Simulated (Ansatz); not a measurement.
**Cs: 5 runs along one coordinate**

System: Cs (I4/mmm, 1 atom in the cell).
Method: DFT LDA, scalar-relativistic, plane waves, PAW, no spin polarisation (Ansatz 0.2.0).

The 5 runs differ only in the geometry, by a strain of the cell at fixed fractional positions. Against run 3, the strain is εxx = η and εyy = η. The structure derives from an entry of the Crystallography Open Database.

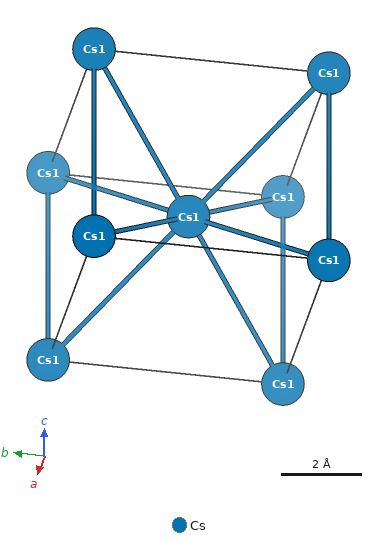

Figure 1. The structure of run 3 (ball-and-stick view of the cell 2 times as large as that of the calculation, set on its symmetry axes, seen at an oblique angle; atoms are numbered from 1 in the order of the input).

### Input of run 3
```yaml
crystal:
  lattice:
    - [-3.0225, 3.0225, 2.7807]
    - [3.0225, -3.0225, 2.7807]
    - [3.0225, 3.0225, -2.7807]
  atoms:
    - { symbol: Cs, position: [0.0, 0.0, 0.0] }
basis:
  ecutwfc: 420
kpoints:
  mp_grid: { grid: [12, 12, 12] }
hamiltonian:
  xc: lda
scf:
  occupations: { method: gaussian, width: 0.15 }
output:
  forces: true
  stress: true
  eigenvalues: true
```

Command:
```bash
ansatz run input.yaml --threads 1 --pin off --max-ram 1228MiB --backend cpu --events-out ev --progress --plain --runs-dir out
```

Run 4 differs from it as follows:
```diff
-    - [-3.0225, 3.0225, 2.7807]
-    - [3.0225, -3.0225, 2.7807]
-    - [3.0225, 3.0225, -2.7807]
+    - [-3.1434, 3.1434, 2.7807]
+    - [3.1434, -3.1434, 2.7807]
+    - [3.1434, 3.1434, -2.7807]
```

### Results, with one run withheld

| run | strain parameter η (%) | free energy per atom, from the lowest run given (meV) | pressure (GPa) |
| --- | --- | --- | --- |
| 1 | −8.0000 | 8.31 | 0.31 |
| 2 | −4.0000 | 0.00 | 0.06 |
| 3 | 0.0000 | 2.57 | −0.13 |
| 4 | 4.0000 | ? | ? |
| 5 | 8.0000 | 32.00 | −0.35 |

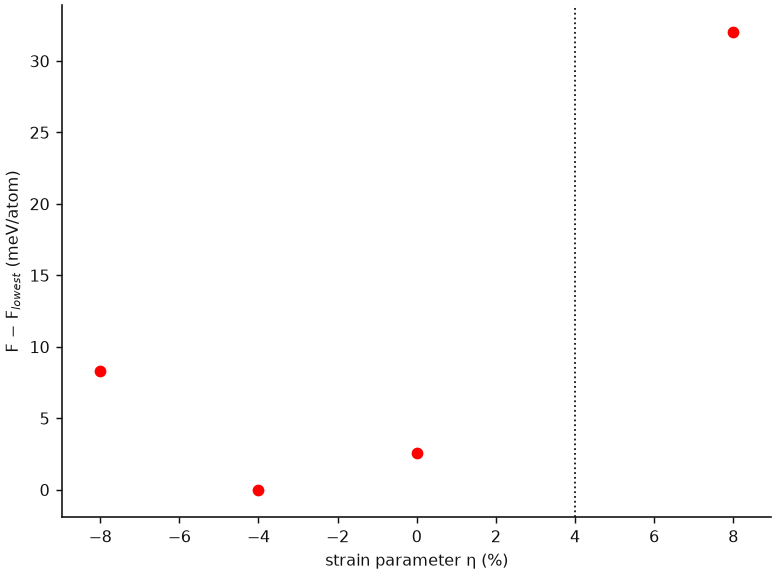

Figure 2. Free energy per atom of the runs given; the dotted line marks run 4.

Estimate the energy of run 4 from the others.

A quadratic polynomial in the coordinate, fitted to the 4 runs given, misses them by at most 0.61 meV per atom. With x = η + 1.0000, it reads F = 0.89564 + 0.93821 x + 0.2807 x² (meV per atom). At run 4 it gives 12.60 meV per atom, and the run itself gives 13.86. The fit has its minimum at η = −2.6712 %. So low a polynomial doesn't follow these energies more closely.

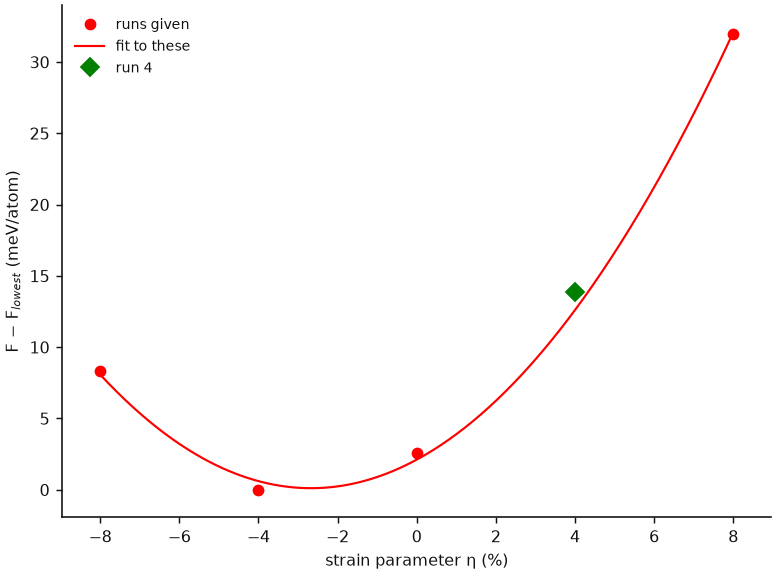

Figure 3. The fit and the withheld run.

### Output, shortened to warnings, some set-up lines, iterations and results (run 4)
```
Basis set: ecut = 420 eV, 2153 PW (Γ)
Symmetry: 16 space group operations
k-points: 163 of 1728
Initial density: superposition of atomic densities (neutral atoms: chi_scale 0, normalization atom), corrected by the library's trained network
[...]
SCF iter   1: F=—  HF=-5504.859037 eV  |F-HF|=—  |Δ(HF+E_count)|=         —  Δρ=1.88e-3  dr2=2.89e-3  ethr=1.77e-3  ⟨swp⟩=5.9  Hψ=11741  notcnv=0
SCF iter   2: F=—  HF=-5504.858250 eV  |F-HF|=—  |Δ(HF+E_count)|=   7.87e-4  Δρ=1.02e-3  dr2=1.02e-3  ethr=3.21e-5  ⟨swp⟩=2.8  Hψ=3498  notcnv=0
SCF iter   3: F=—  HF=-5504.858243 eV  |F-HF|=—  |Δ(HF+E_count)|=   6.96e-6  Δρ=2.03e-4  dr2=1.11e-4  ethr=1.14e-5  ⟨swp⟩=3.0  Hψ=2198  notcnv=0
SCF iter   4: F=—  HF=-5504.858281 eV  |F-HF|=—  |Δ(HF+E_count)|=   3.81e-5  Δρ=8.52e-5  dr2=1.88e-5  ethr=1.23e-6  ⟨swp⟩=1.4  Hψ=1526  notcnv=0
SCF iter   5: F=—  HF=-5504.858283 eV  |F-HF|=—  |Δ(HF+E_count)|=   2.14e-6  Δρ=3.14e-5  dr2=1.88e-6  ethr=2.09e-7  ⟨swp⟩=1.8  Hψ=1703  notcnv=0
SCF iter   6: F=-5504.858283 eV  HF=-5504.858283 eV  |F-HF|=5.32e-8  |Δ(HF+E_count)|=   1.10e-7  Δρ=5.54e-6  dr2=6.15e-8  ethr=1.11e-9  ⟨swp⟩=4.3  Hψ=7828  notcnv=0
SCF 1 converged in 6 iterations: F = -5504.858283 eV  dr2 = 6.15e-8
SCF converged after 6 iterations
Free energy (F): -5504.858283 eV
Harris-Foulkes:  -5504.858283 eV  (|F-HF|=5.32e-8)
Internal energy: -5504.842919 eV  (E = F + TS)
E sigma→0 (E₀):  -5504.850601 eV
Entropy (-TS):   -0.015365 eV (-15.365 meV/atom)
Fermi energy:    2.187681 eV
--- Per-component energies (eV) ---
  E_band       = -92.199001
  E_kinetic    = 140.955749
  E_local      = -388.147081  (includes V_loc(G=0)·N_el)
  E_nonlocal   = 32.715386
  E_hartree    = 135.049741
  E_xc         = -171.190726
  E_vxc        = -124.500399  (∫ρ·V_xc dr)
  E_paw        = -4902.993674  (= ΣΔE_a)
  E_vpaw       = -23.321742  (= ΣTr[D̂ρ^β])
  E_aug_tail   = -0.000001  (compensation charges beyond the density's cutoff)
  E_ewald      = -351.502869
  E_core_change = 0.270556  (= ΣΔE_core)
  E_smearing   = -0.015365  (= −TS)
  E_closure    = 0.000000  (closes the sum)
  Σ components = -5504.858283   (vs F -5504.858283, Δ=0.00e0)
--- Forces (eV/Å), atoms counted from 1 ---
  atom   1  Cs     0.00000000    -0.00000000    -0.00000000
  max |Σ_I F_I| component: 2.76e-30 eV/Å
--- Stress (GPa, compression-positive) ---
       -0.284344       0.000000       0.000000
        0.000000      -0.284344      -0.000000
        0.000000      -0.000000      -0.210917
  P = ⅓ Tr σ = -0.2599 GPa (-2.599 kbar)
```
